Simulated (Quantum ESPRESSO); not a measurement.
# Site moment and magnetic energy of ferromagnetic CrB2 against added charge, PBEsol

A common rule of thumb says that electrons added to a d shell less than half full enter majority-spin states, so that the moment grows by nearly 1 μB per electron. We test it on metallic CrB2 by adding or removing up to 0.4 electrons per Cr against a uniform background. The answer bears on whether doping can tune the magnetism of a metallic boride. Moments are those of the parallel order, and the magnetic energy gain is measured from the run without spin polarisation at the same charge. The measured order is antiferromagnetic and cannot form in a cell with one Cr atom, so the gain describes the stability of a parallel moment and not the choice between magnetic orders.

## Method

One system, CrB2 (P6/mmm), 3 atom(s) a primitive cell, from measured cells of the Crystallography Open Database (measured order: antiferro (arxiv:1412.1629)). Quantum ESPRESSO 7.5, plane waves with GBRV 1.5 PBEsol pseudopotentials, cutoff 544 eV, Fermi-Dirac smearing of 0.05 eV, k meshes whose coarsest spacing along a reciprocal vector is 0.24 1/Å over all runs (2π included). Functional: PBEsol, no Hubbard U; collinear spins, no spin-orbit coupling. Atoms stay at fixed fractions of the cell and the mesh divisions are held. At each point the moments on Cr are started parallel and without spin polarisation. Runs that did not converge or carry a known fault are not listed. The same in all rows: metal or insulator in the run from the parallel start, judged by its smearing entropy or density of states at the Fermi energy (a gap under a few smearing widths counts as a metal): metal.

Notes on method and selection:

- Each state is what a run reaches from typed starting moments; only the parallel order and a state without spin polarisation were started, so the lowest found need not be the ground state. Spin-orbit coupling is left out of these energies, which are free energies at the smearing width. A magnetic atom is one that was given a starting moment.
- Site moments count the spin inside each program's own atomic sphere, so they depend somewhat on its radius and leave out the spin between the spheres.
- Quantum ESPRESSO sets the radius of an element's spheres to about 0.41 of its shortest distance to a neighbour.
- A measured moment is set beside the table only where the run ends ferromagnetic and the measured order is ferromagnetic too.
- Runs that did not converge, have known faults or may not be shown are not listed, and runs on Ansatz's PAW sets soft_1 and soft_2 are kept to separate tables.

Columns:

- added charge (e per magnetic atom): electrons added per magnetic atom (negative: removed), balanced by a uniform background.
- net moment (μB): net spin moment of that run per magnetic atom.
- moment (μB): largest site spin moment reached from the parallel start.
- magnetic energy gain (meV): energy of the run without spin polarisation less that of the parallel start, per magnetic atom (positive: magnetism is favoured).

## Results

```
member  added charge (e per magnetic atom)  net moment (μB)  moment (μB)  magnetic energy gain (meV)
−0.4 e  −0.4                                0.22             0.20         1.4
−0.2 e  −0.2                                1.08             1.04         25.1
−0.1 e  −0.1                                1.16             1.11         41.7
+0 e    0.0                                 1.23             1.17         56.7
+0.1 e  0.1                                 1.31             1.24         70.6
+0.2 e  0.2                                 1.40             1.31         84.2
+0.4 e  0.4                                 ?                ?            ?
```

Cells marked ? are withheld until the estimate has been made.

Least-squares fits to the members shown, with x = added charge (e per magnetic atom); R² and errors in the fitted variable (y, or ln y where the fit is in ln y):

```
y                           members  fit                              R²    rms residual  leave-one-out rms  the same for the mean of the others
moment (μB)                 6        y = 1.249 + 0.8405 x − 4.190 x²  0.96  0.071         0.33               0.45
magnetic energy gain (meV)  6        y = 55.42 + 144.3 x + 18.81 x²   1.00  1.2           5.3                33
```

## Interpretation

From −0.2 to +0.2 e the rule is nearly right. The net moment rises from 1.08 to 1.40 μB, a slope of (1.40 − 1.08) / 0.4 = 0.80 μB per electron. Of each added electron, (1 + 0.80) / 2 = 0.90 therefore ends in the majority channel and 0.10 in the minority channel. The site moment rises more slowly, by (1.31 − 1.04) / 0.4 = 0.68 μB per electron, because part of the added spin lies outside the Cr sphere.

The rule fails on the electron-poor side. Between −0.2 and −0.4 e the net moment falls by 0.86 μB although only 0.2 electrons are removed. Emptying majority states could account for at most 0.2 μB; the rest must come from electrons moving from the majority to the minority channel as the exchange splitting collapses. At −0.4 e the energy gain is only 1.4 meV, so this weak moment may be sensitive to the smearing and the k mesh.

The energy gain rises at every step, from 1.4 to 84.2 meV. Its slope has a direct meaning: at a fixed cell, the change of the gain per added electron is the Fermi energy of the unpolarised state less that of the parallel state. Between −0.2 and +0.2 e this is (84.2 − 25.1) / 0.4 = 148 meV per electron, so an added electron costs about 0.15 eV less in the magnetic state.

A likely origin is the band filling of diborides with this structure. Their Fermi energy lies in a pseudogap for the group 4 metals and moves up into metal d states as electrons are added. A higher density of states there favours spin polarisation through the Stoner criterion, and removing electrons weakens it. The densities of states that would test this are not shown in the table.

## Blind estimate

Plain estimates from the members shown:

- +0.4 e, fit at x = 0.4: 0.91 μB (an extrapolation)

The printed parabola gives 0.91 μB at +0.4 e, but its downturn is produced by the collapse at −0.4 e. It peaks at 0.8405 / (2 × 4.190) = 0.10 e, whereas the site moment still rises from 1.24 to 1.31 μB between +0.1 and +0.2 e. The energy gain is also still growing there, which gives no sign of a weakening moment.

We therefore use a straight line through the five members from −0.2 to +0.2 e, which share the strongly polarised state. Their mean site moment, which the line takes at zero added charge, is (1.04 + 1.11 + 1.17 + 1.24 + 1.31) / 5 = 1.174 μB. Their least-squares slope is (0.2 × (1.31 − 1.04) + 0.1 × (1.24 − 1.11)) / 0.1 = 0.67 μB per electron, so the estimate is 1.174 + 0.67 × 0.4 = 1.44 μB.

As a trial, a line through the members at −0.2, −0.1 and 0 e has a slope of (1.17 − 1.04) / 0.2 = 0.65 μB per electron and a mean of (1.04 + 1.11 + 1.17) / 3 = 1.107 μB at −0.1 e. It gives 1.107 + 0.65 × 0.3 = 1.30 μB at +0.2 e, against 1.31 μB in the table. That extrapolation also reaches 0.2 e past its last member.

For the error we take the variation in slope of the net moment, whose steps per 0.1 e range from 0.07 to 0.09 μB, or 0.2 μB per electron. Over the 0.2 e beyond the last shown member this amounts to 0.2 × 0.2 = 0.04 μB. A switch to another magnetic state, like the one on the electron-poor side, would fall outside this error.

**Committed estimate, +0.4 e: moment = 1.44 ± 0.04 μB.**

## How the estimate fared

```
member  added charge (e per magnetic atom)  net moment (μB)  moment (μB)  magnetic energy gain (meV)
+0.4 e  0.4                                 1.56             1.45         110.0
```

```
member  estimate   moment (μB)  computed  estimate − computed  miss in error bars
+0.4 e  committed  1.44         1.45      −0.01                0.3
+0.4 e  fit        0.91         1.45      −0.54
```

moment (μB) against added charge (e per magnetic atom):

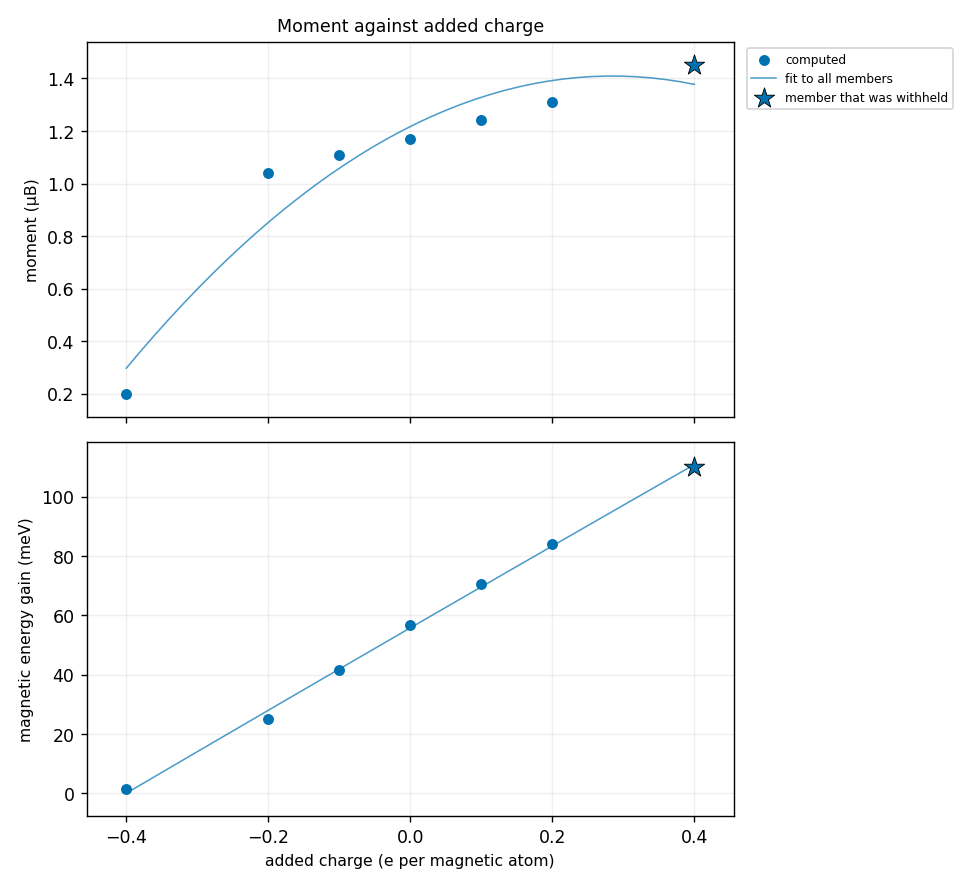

The estimate of 1.44 μB lies 0.01 μB below the computed 1.45 μB, well inside its error bar of 0.04 μB. The printed parabola gave 0.91 μB and missed by 0.54 μB.

Leaving the collapsed member at −0.4 e out of the line was the right choice. The downturn that this member forced on the parabola does not appear at +0.4 e, where the moment and the energy gain are the largest of the series.

The net moment rises by (1.56 − 1.40) / 0.2 = 0.80 μB per electron in the last step, the same slope as between −0.2 and +0.2 e. About nine tenths of the added charge thus still ends in the majority channel, and the rule of thumb remains nearly right. The energy gain grows a little more slowly than before, by (110.0 − 84.2) / 0.2 = 129 meV per electron against 148 meV per electron between −0.2 and +0.2 e.

## Departures from the trend

Least-squares fits to the whole series, with x = added charge (e per magnetic atom); R² and errors in the fitted variable (y, or ln y where the fit is in ln y):

```
y                           members  fit                             R²    rms residual  leave-one-out rms  the same for the mean of the others
moment (μB)                 7        y = 1.217 + 1.350 x − 2.371 x²  0.93  0.100         0.36               0.44
magnetic energy gain (meV)  7        y = 55.80 + 138.5 x − 2.143 x²  1.00  1.4           4.7                40
```

Largest departures from the fit to the whole series:

```
member  moment (μB)  fit   computed − fit  in rms residuals
−0.2 e  1.04         0.85  +0.19           1.9
−0.4 e  0.20         0.30  −0.10           1.0
+0.1 e  1.24         1.33  −0.09           0.9
+0.2 e  1.31         1.39  −0.08           0.8
```

The member that leaves the trend is −0.4 e, although the parabola through the whole series misses it by only −0.10 μB. The line used for the estimate would give 1.174 − 0.67 × 0.4 = 0.91 μB there, and the computed site moment is 0.20 μB, lower by 0.71 μB.

The likeliest reason is that the unpolarised metal is close to the Stoner threshold at this charge. Its smearing entropy, which follows the density of states near the Fermi energy, is clearly lower at −0.4 e than at the other charges. This supports the band-filling explanation: with fewer states at the Fermi energy, a given moment costs more band energy, which the exchange energy must outweigh. The small energy gain of 1.4 meV fits this.

The larger departure of −0.2 e, +0.19 μB, comes from the form of the fit. A parabola cannot follow a steep drop and then a straight rise, so it runs too low at −0.2 e and too high at +0.1 and +0.2 e. These three members lie within 0.01 μB of a common straight line.

## Conclusions

From −0.2 to +0.4 e the site moment follows 1.17 + 0.68 x μB, with x in electrons per Cr. The line meets all six members within 0.01 μB, against a scatter of 0.13 μB about their mean, and should serve for charges between them. It fails at −0.4 e, and the point where the moment starts to collapse is not resolved between −0.4 and −0.2 e.

In practice, 0.1 electron per Cr within this range changes the site moment by about 0.07 μB and the energy gain by about (110.0 − 25.1) / 6 = 14 meV. Doping with another element would also change the cell and the local potential, which a uniform background at a fixed cell leaves out.

Two further omissions matter for comparison with real CrB2. Spin fluctuations, which PBEsol neglects, usually lower the moments of itinerant magnets, so the computed moments may be too large. The measured antiferromagnetic order, if lower in energy than the parallel one, would add to the energy gain by an amount not shown in the table.

[Logs are printed without paths, hosts, clocks, repeated set-up lines and the standing remarks that a program may print on its own settings, such as how far it seeks lower states.]
